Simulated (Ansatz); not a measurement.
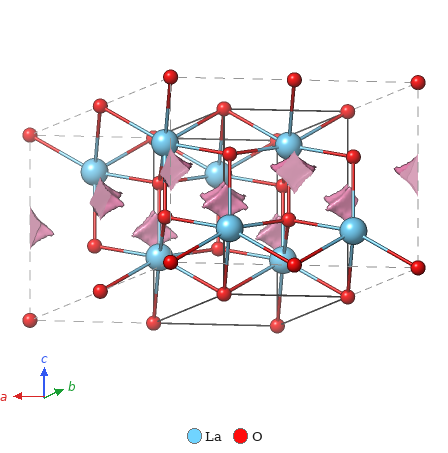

Bond-valence mismatch map for Li+ in La₂O₃ (P-3m1): the pink surface encloses the points where |V − 1| < 0.6 v.u. (2×2×1 cells, view from a free direction). Pale faces close the region where the drawn box cuts it.

At each point the valence sum V of a Li+ ion is computed from the anions within 5 Å (s = exp((R0 − d)/b), R0 fitted to published crystal structures with b = 0.37 Å; R0: Li+–O 1.449 Å). Points too close to the other cations are excluded (2.3 Å from La). Li+ is a guest here, not part of the formula. This is an empirical screen for pathways, not an energy calculation.

The cell is taken from the geometry relaxed with DFT, r2SCAN, plane waves, PAW (Ansatz 0.2.0).

```yaml
crystal:
  lattice:
    - [3.93510, 0.00000, 0.00000]
    - [-1.96755, 3.40790, 0.00000]
    - [0.00000, 0.00000, 6.12623]
  atoms:
    - { symbol: La, position: [0.66667, 0.33333, 0.75384] }
    - { symbol: La, position: [0.33333, 0.66667, 0.24616] }
    - { symbol: O, position: [0.66667, 0.33333, 0.35389] }
    - { symbol: O, position: [0.33333, 0.66667, 0.64611] }
    - { symbol: O, position: [0.00000, 0.00000, 0.00000] }
```

Question: How are the low-mismatch regions connected?

Answer: No path at this level: the regions are isolated pockets that do not connect across cells.

Question: At which mismatch do paths open?

Answer: No path opens below 0.7 v.u. These are grid estimates, good to about 0.1 v.u.
